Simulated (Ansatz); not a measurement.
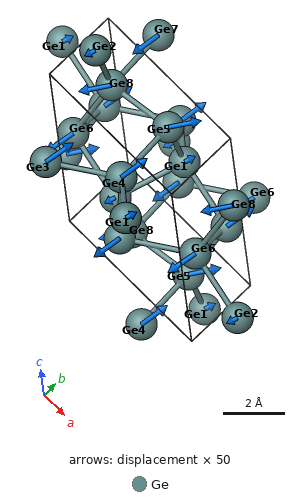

A relaxation of solid Ge (set up in R-3). The starting structure is drawn; blue arrows show the displacements (the part carried along by the change of the cell is left out), magnified 50 times.

A ball-and-stick model of the cell of the calculation, seen slightly off an axis.

Method: DFT PBEsol, scalar-relativistic, plane waves, PAW (Ansatz 0.2.0). (plane-wave cutoff 420 eV; k-point mesh 6 × 6 × 6; occupations gaussian; smearing width 0.1 eV; no spin polarisation; cell and atoms relaxed; force threshold 0.005 eV/Å; at most 80 steps)

Question: What happened in the run?

Answer: The largest moves relative to the cell, 0.023 Å, are those of Ge3, Ge4, Ge5, Ge6, Ge7 and Ge8. Ge7 goes roughly along [−2 −2 −3]. Cell: a = b = c 6.120 → 6.011 Å (−1.8 %). Volume −5.3 %. Near-neighbour distances that change, for instance: Ge1–Ge3 2.526 → 2.480 Å, Ge3–Ge4 2.540 → 2.495 Å, Ge1–Ge2 2.559 → 2.531 Å, Ge3–Ge6 2.497 → 2.483 Å. The space group stays R-3 (No. 148). The energy falls by 11.6 meV per atom in 4 accepted moves (5 points after the start). Largest force component: 0.043 eV/Å at the start, 0.0023 eV/Å at the end. The pressure goes from −3.14 to 0.01 GPa. At 1 point the geometry stayed and the basis and grid were re-selected for the new cell (energy shift of 0.2 meV per atom at most each time). Cost: 96 s on 2 threads of Arm Neoverse V1 (shared host), peak memory 0.71 GiB.
